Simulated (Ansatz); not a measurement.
# Single-point calculation, with input and output: FeCo3 (part 1 of 3)

The run: single-point calculation of FeCo3 (4 atoms in the cell). Method and program: DFT r2SCAN, scalar-relativistic, plane waves, PAW, spin-polarised (Ansatz 0.2.0).

The structure derives from a Materials Project entry. Figures and captions count atoms from 1; the log counts them from 0 in places.

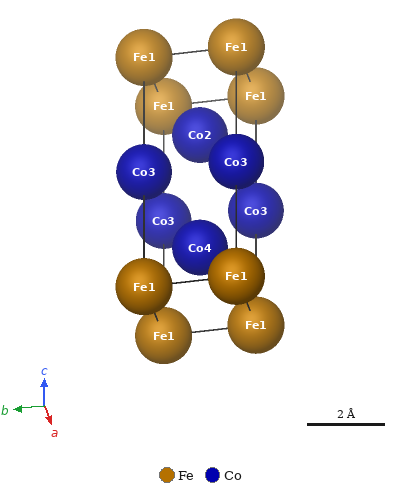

Figure 1. The structure (spheres-only view of the cell of the calculation, seen at an oblique angle; atoms are numbered from 1 in the order of the input). An atom can appear more than once, as a periodic image.

### Input file
```yaml
crystal:
  lattice:
    - [2.46601, 0.0, 0.0]
    - [0.0, 2.46601, 0.0]
    - [0.0, 0.0, 7.063459]
  atoms:
    - { symbol: Fe, position: [0.0, 0.0, 0.0], spin: 3.07 }
    - { symbol: Co, position: [0.5, 0.5, 0.745404], spin: 2.07 }
    - { symbol: Co, position: [0.0, 0.0, 0.5], spin: 2.1 }
    - { symbol: Co, position: [0.5, 0.5, 0.254596], spin: 2.07 }
basis:
  ecutwfc: 500
kpoints:
  mp_grid: { grid: [16, 16, 6] }
hamiltonian:
  xc: r2scan
scf:
  occupations: { method: gaussian, width: 0.1 }
output:
  forces: true
  stress: true
  eigenvalues: true
  populations: true
  write_density: true
  write_potential: true
  elf: true
  volumetric_format: npy
magnetization:
  spin_polarized: true
```

Run on 1 thread of Arm Neoverse V1, 24 GiB of memory available, shared host.

Launch command:
```bash
ansatz run input.yaml --threads 1 --pin off --max-ram 2560MiB --backend cpu --events-out ev --progress --plain --runs-dir out
```

### What the program printed
```
Engine: ansatz 0.2.0, aarch64-unknown-linux-gnu
Pseudopotentials: kind: paw
Pseudopotential: Fe, paw, valence charge 16, recommended cutoff 500 eV (meta_gga), Fe.paw.azcp
Pseudopotential: Co, paw, valence charge 17, recommended cutoff 500 eV (meta_gga), Co.paw.azcp
Functional definition: r2SCAN
  parameter k0 = 0.174
  parameter k1 = 0.065
  parameter a1 = 4.9479
  exchange = r2scan_x(k0 = k0, k1 = k1, a1 = a1)
  correlation = r2scan_c
Crystal: 4 atoms, lattice volume = 42.954 Å³
Basis set: ecut = 500 eV, 1125 PW (Γ), exchange–correlation on 72×72×216 points (64 copies of the dense FFT grid, shifted against one another)
Bands: 46, of which v1, the nominal top of the filled ones, is band 34 counted from 1 (33 counted from 0)
Symmetry: 16 space group operations
Space group: P4/mmm (ITA 123), of the structure as read, at distance tolerance 3.5e-5 Å
Magnetic group: BNS 123.339 (UNI 999), of the structure as read, at distance tolerance 3.5e-5 Å
k-points: 180 of 1536
Non-local potential: Fe, projectors of the file, l = 0: 3, l = 1: 2, l = 2: 3, l = 3: 1
Non-local potential: Co, projectors of the file, l = 0: 3, l = 1: 2, l = 2: 3, l = 3: 1
PAW form: soft (Blöchl's): semilocal exchange-correlation on the pseudo side does not see the compensation charge
PAW frozen core: Fe, regenerated for the run's functional (the file was generated under x = pbe(κ = 0.804, μ = 0.2195149727645171), c = pbe(β = 0.06672455060314922))
PAW frozen core: Co, regenerated for the run's functional (the file was generated under x = pbe(κ = 0.804, μ = 0.2195149727645171), c = pbe(β = 0.06672455060314922))
PAW one-centre angular grid: Fe, 590 points (default); XC on 160 Gauss nodes
PAW one-centre angular grid: Co, 590 points (default); XC on 160 Gauss nodes
Initial density: superposition of atomic densities (chi_scale 0.1, normalization cell)
Starting moments: Σ|m| = 9.31 μB on 4 of 4 sites
Initial wavefunctions: pseudopotential atomic-orbital guess
Functional: x = r2scan, c = r2scan; τ floored in thin density (d = 2e-4 eV/Å³)
```
